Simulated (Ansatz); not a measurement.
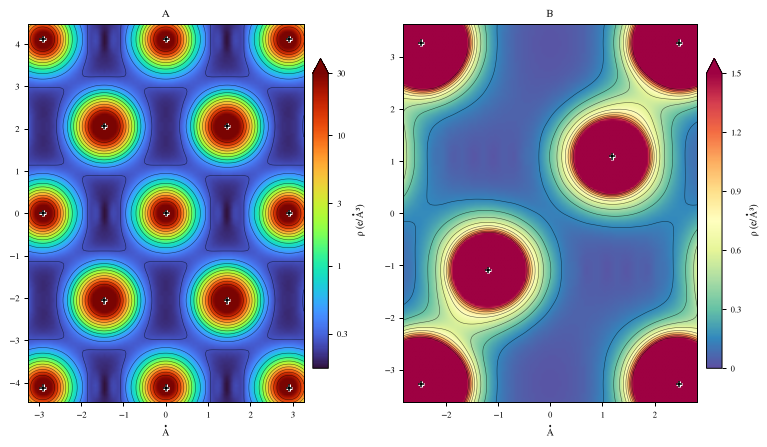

The valence pseudo-density of 2 systems, each on a plane through atoms (crosses mark nuclei in the plane).

The calculation used Ansatz 0.2.0, DFT PBE+D3(BJ), scalar-relativistic, plane waves, PAW.

System 1: PtSe₂, the (110) plane of the conventional cell. Space group P-3m1; changed on purpose from its base cell (volume × 1.03, shape and atoms relaxed).

System 2: ZnCu, the (110) plane of the conventional cell. Space group Pm-3m; computed without spin polarisation.

Which map belongs to which system?

Panel A is system 2, ZnCu: the plane holds Zn and Cu. Zn–Cu (2.52 Å): the density is about 0.28 e/Å³ at the midpoint. Panel B is system 1, PtSe₂: the plane holds Pt and Se. Pt–Se (2.53 Å): ρ at the midpoint is about 0.56 e/Å³.
